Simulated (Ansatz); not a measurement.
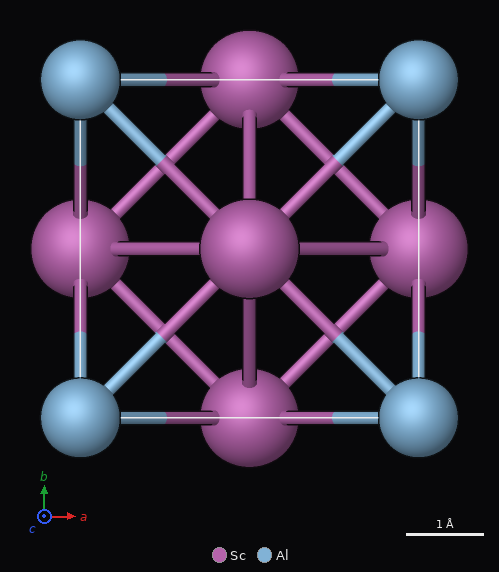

Starting structure of solid Sc$_{3}$Al (set up in Pm-3m). Style: ball-and-stick. Shown: the cell of the calculation, along the c axis.

The calculation used DFT PBEsol, scalar-relativistic, plane waves, PAW in Ansatz 0.2.0.

The input:
```yaml
crystal:
  lattice:
    - [4.4319878233, 0.0, 0.0]
    - [0.0, 4.4319878233, 0.0]
    - [0.0, 0.0, 4.4319878233]
  atoms:
    - { symbol: Sc, position: [0.5, 0.0, 0.5] }
    - { symbol: Sc, position: [0.0, 0.5, 0.5] }
    - { symbol: Sc, position: [0.5, 0.5, 0.0] }
    - { symbol: Al, position: [0.0, 0.0, 0.0] }
basis:
  ecutwfc: 420
kpoints:
  mp_grid: { grid: [10, 10, 10] }
hamiltonian:
  xc: pbesol
scf:
  occupations: { method: gaussian, width: 0.1 }
output:
  forces: true
  stress: true
  eigenvalues: true
relax:
  adjacent_minimum: "off"
  f_tol: 0.005
  max_steps: 80
  cell: { stress_tol: 0.05 }
```

Command:
```bash
ansatz run input.yaml --threads 1 --pin off --max-ram 3072MiB --backend cpu --events-out ev --progress --plain --runs-dir out
```

### What does the optimiser find from here?

After 3 accepted moves (4 points after the start) the energy has fallen by 6.6 meV per atom. All forces vanish by symmetry, so only the cell relaxes. Pressure: −2.47 GPa at the start and 0.00 GPa at the end. The SCF was repeated once at an unchanged geometry on a basis and grid sized afresh for the cell, which shifted the energy by 0.1 meV per atom at most. No atom moves by more than 0.005 Å relative to the cell. The drawn cell changes as follows: a = b = c 4.432 → 4.375 Å (−1.3 %); the volume changes by −3.8 %. Some distances before and after: Sc1–Al4 3.134 → 3.093 Å, Sc1–Sc2 3.134 → 3.093 Å. The space group stays Pm-3m (No. 221).

Step by step:

```tsv
step	E − E(0), meV/atom	pressure, GPa	volume, Å³/atom	note
0	0.00	-2.47	21.764	
1	-4.90	1.44	20.508	
2	-6.70	-0.07	20.953	
3	-6.71	0.00	20.932	
4	-6.61	0.00	20.932	same geometry, new basis
```

After the run, drawn alike:

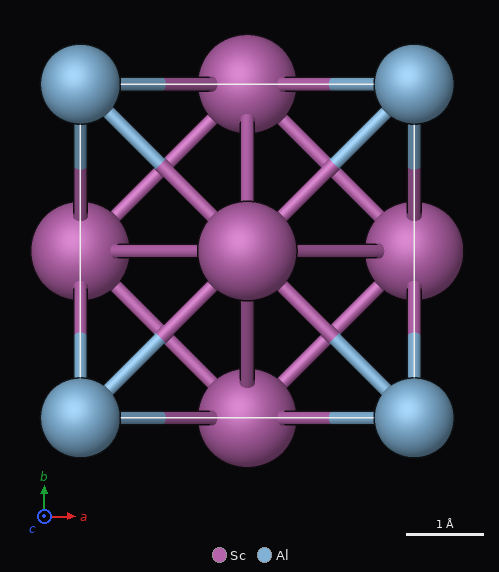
